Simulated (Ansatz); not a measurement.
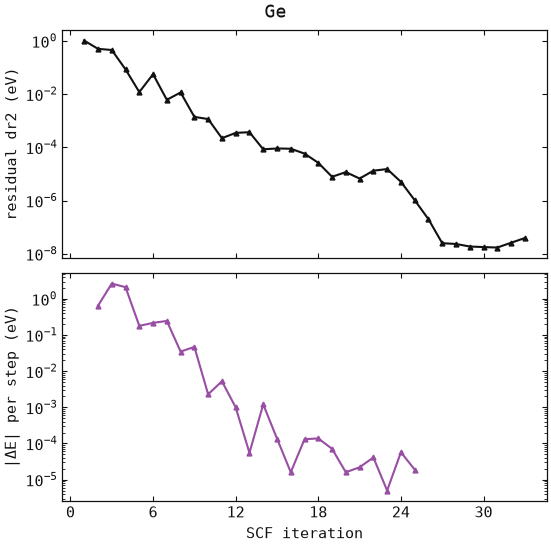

The plot shows the SCF iterations of a calculation: density residual dr2, step-to-step change of the Harris–Foulkes energy. Energy differences below 3 × 10⁻⁶ eV aren't drawn.

Ge (8 atoms in the cell), run with Ansatz.

```
crystal:
  lattice:
    - [-3.6778428836, 3.2614833118, 3.4696630977]
    - [3.6778428836, -3.2614833118, 3.4696630977]
    - [3.6778428836, 3.2614833118, -3.4696630977]
  atoms:
    - { symbol: Ge, position: [0.5, 0.0, 0.7958385091] }
    - { symbol: Ge, position: [0.7958385091, 0.5, 0.0] }
    - { symbol: Ge, position: [0.0, 0.7958385091, 0.5] }
    - { symbol: Ge, position: [0.7041614909, 0.7041614909, 0.7041614909] }
    - { symbol: Ge, position: [0.5, 0.0, 0.2041614909] }
    - { symbol: Ge, position: [0.2041614909, 0.5, 0.0] }
    - { symbol: Ge, position: [0.0, 0.2041614909, 0.5] }
    - { symbol: Ge, position: [0.2958385091, 0.2958385091, 0.2958385091] }
basis:
  ecutwfc: 420
kpoints:
  mp_grid: { grid: [8, 8, 8] }
hamiltonian:
  xc: pbesol
  hubbard: { sites: [{ species: Ge, l: p, u_eff: 40.0 }] }
scf:
  occupations: { method: gaussian, width: 0.15 }
  max_iter: 60
output:
  forces: true
  eigenvalues: true
  stress: true
```

Launched with:
```bash
ansatz run input.yaml --threads 2 --pin off --max-ram 5120MiB --backend cpu --events-out ev --progress --plain --runs-dir out
```

**Did the calculation converge?**

It did not finish: the time limit cut it off after 33 iterations. The residual comes down slowly and unevenly, and has reached only 4 × 10⁻⁸ when the run stops.

**Why did it fail, and what helps?**

The input holds a fault, an enormous or negative U: hamiltonian.hubbard set to {"sites": [{"species": "Ge", "l": "p", "u_eff": 40.0}]}. The plot doesn't show it to be the cause; the time allowed was short.
